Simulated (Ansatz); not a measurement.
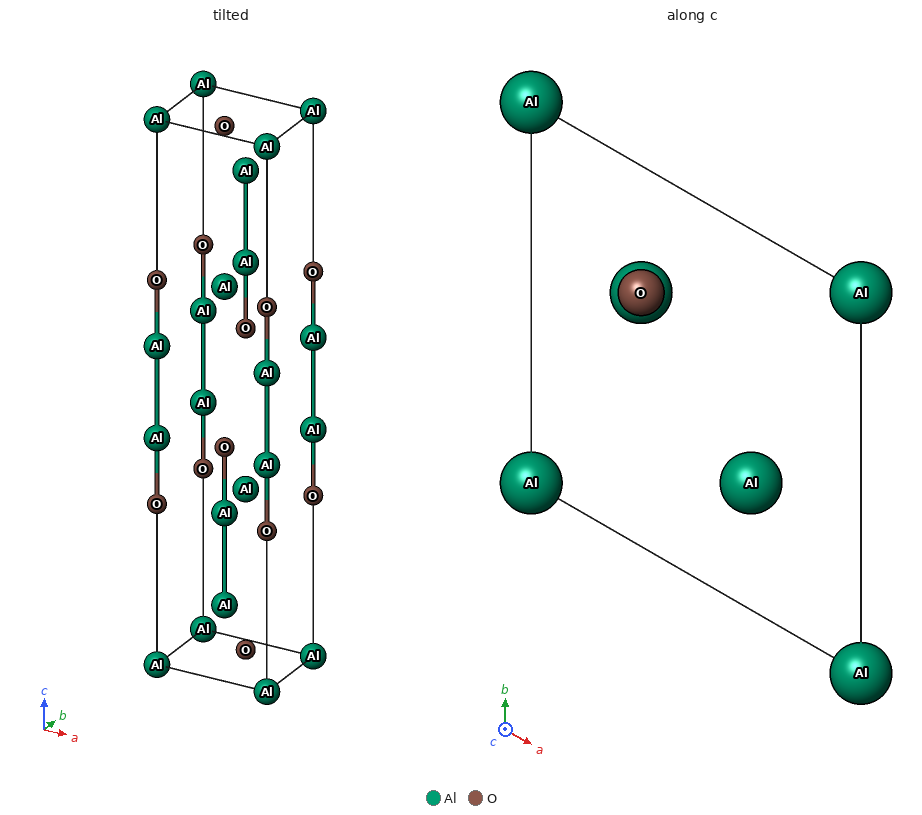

Ball-and-stick representation of a periodic structure, projected slightly off an axis and along the c axis. The frame is the conventional unit cell; atoms at its boundary are shown with their periodic copies. Cell: a = 4.26 Å, b = 4.26 Å, c = 14.87 Å, α = 90.00°, β = 90.00°, γ = 120.00°.

The cell started as a structure type filled with these elements by a generator (whether the compound takes this form wasn't checked). Earlier steps of the study may have refined or changed the cell and positions. It was run through Ansatz as a DFT input.

Question: Explain the picture.

Answer: Composition: Al$_{3}$O$_{2}$. The structure has R-3m (No. 166) symmetry and a rhombohedral (trigonal R) lattice. One cell contains 9 Al, 6 O, 15 atoms in all. With all contacts inside bonding distance counted, the coordination numbers are Al 0 to 2 (mean 1.3) and O 1.

Level of theory and settings: DFT PBE, scalar-relativistic, plane waves, PAW in Ansatz 0.2.0, a 420 eV plane-wave basis, k-points about 0.15 Å⁻¹ apart, Gaussian smearing of 0.1 eV, no spin polarisation.

Question: How large a gap does the method give, if there is one?

Answer: A metal: bands cross the Fermi level.

Question: State the Bader charges by element.

Answer: Al +0.49 to +1.38 e; O -1.62 e.

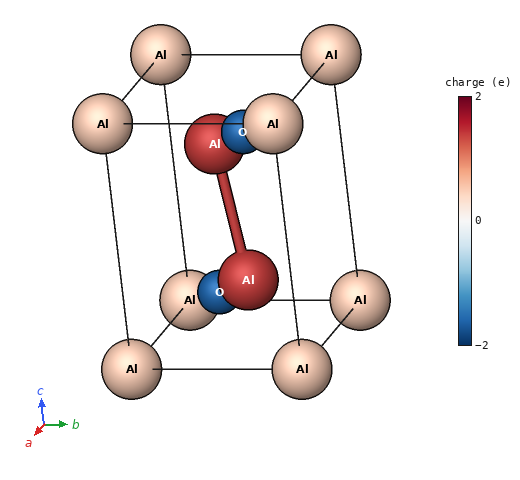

The atoms coloured by those charges. The run's cell of 5 atoms is drawn in a reduced setting, so axes and origin can differ from the first picture.

Question: Is the structure in equilibrium?

Answer: Yes. All forces vanish to within 0.01 eV/Å. The pressure is 0.0 GPa, close to zero.
